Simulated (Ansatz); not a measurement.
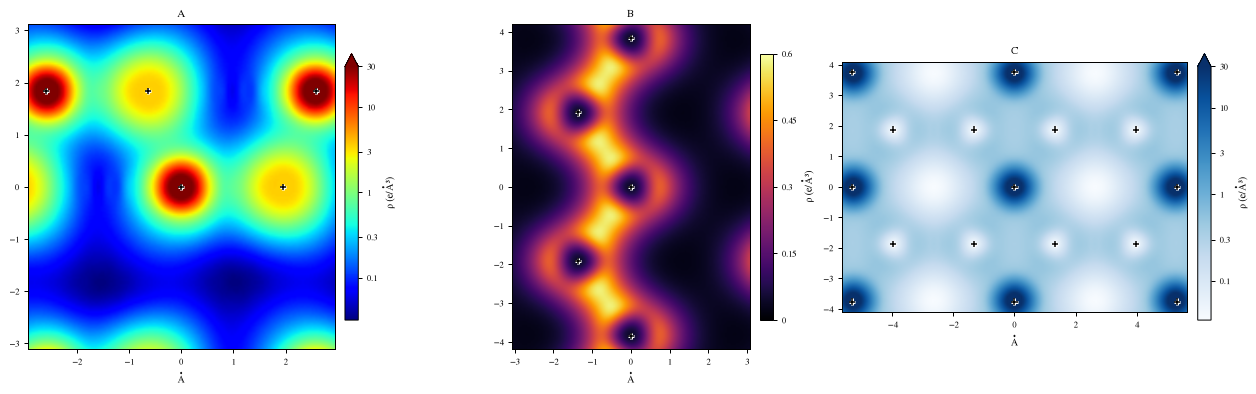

The valence pseudo-density of 3 systems, each on a plane through atoms (crosses mark nuclei in the plane).

These are results of DFT PBEsol, scalar-relativistic, plane waves, PAW in Ansatz, not measurements.

System 1: GaN, the (110) plane of the conventional cell. Space group P6₃mc; a generated structure, not necessarily the stable one.

```xyz
4
Lattice="3.1900 0.0000 0.0000 -1.5950 2.7626 0.0000 0.0000 0.0000 5.1796" Properties=species:S:1:pos:R:3 pbc="T T T"
Ga    0.0000    1.8418    5.1789
Ga    1.5950    0.9209    2.5891
N     0.0000    1.8418    1.9534
N     1.5950    0.9209    4.5432
```

System 2: Si, the (011) plane of the conventional cell. Space group Fd-3m; a generated structure, not necessarily the stable one.

System 3: CoSi2, the (101) plane of the conventional cell. Space group Fm-3m; a generated structure, not necessarily the stable one; computed without spin polarisation.

### Match each panel to its system.

Panel A is system 1, GaN: the plane holds Ga and N. Ga–N (1.95 Å): the density is about 0.74 e/Å³ at the midpoint. Panel B is system 2, Si: the plane holds Si. Si–Si (2.35 Å): the density is about 0.57 e/Å³ at the midpoint. Panel C is system 3, CoSi2: the plane holds Co and Si. Co–Si (2.30 Å): the density is about 0.51 e/Å³ at the midpoint.
